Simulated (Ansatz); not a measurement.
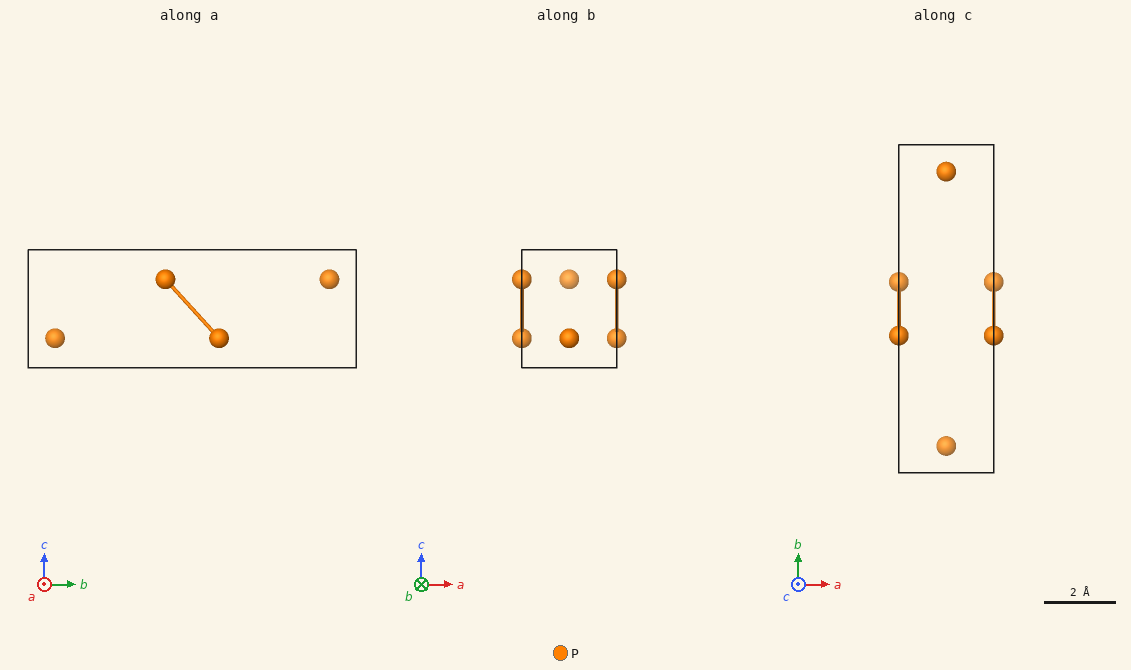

This ball-and-stick model is shown along the a axis, along the b axis and along the c axis. One conventional unit cell is framed, with atoms on its boundary repeated.

Lattice parameters: a = 2.7043 Å, b = 9.3525 Å, c = 3.3593 Å, α = 90.000°, β = 90.000°, γ = 90.000°.

Question: Write the structure as a CIF with its space group and independent sites, with free fractional coordinates to two decimals.

Answer:
```cif
data_structure
_symmetry_space_group_name_H-M 'C m c m'
_symmetry_Int_Tables_number 63
_cell_length_a 2.7043
_cell_length_b 9.3525
_cell_length_c 3.3593
_cell_angle_alpha 90.000
_cell_angle_beta 90.000
_cell_angle_gamma 90.000
_cell_volume 84.96
loop_
_atom_site_label
_atom_site_type_symbol
_atom_site_symmetry_multiplicity
_atom_site_Wyckoff_symbol
_atom_site_fract_x
_atom_site_fract_y
_atom_site_fract_z
_atom_site_occupancy
P1 P 4 c 0.00 0.58 0.25 1
```

The initial geometry was a structure type filled with this element by a generator (whether the element takes this form wasn't checked). Earlier steps of the study may have refined or changed the cell and positions. Ansatz was used for an electronic-structure calculation on it.

At this level of theory the cell isn't at rest (stretched, at -5 GPa), so its distances can differ from those at equilibrium, the more so the softer the solid.
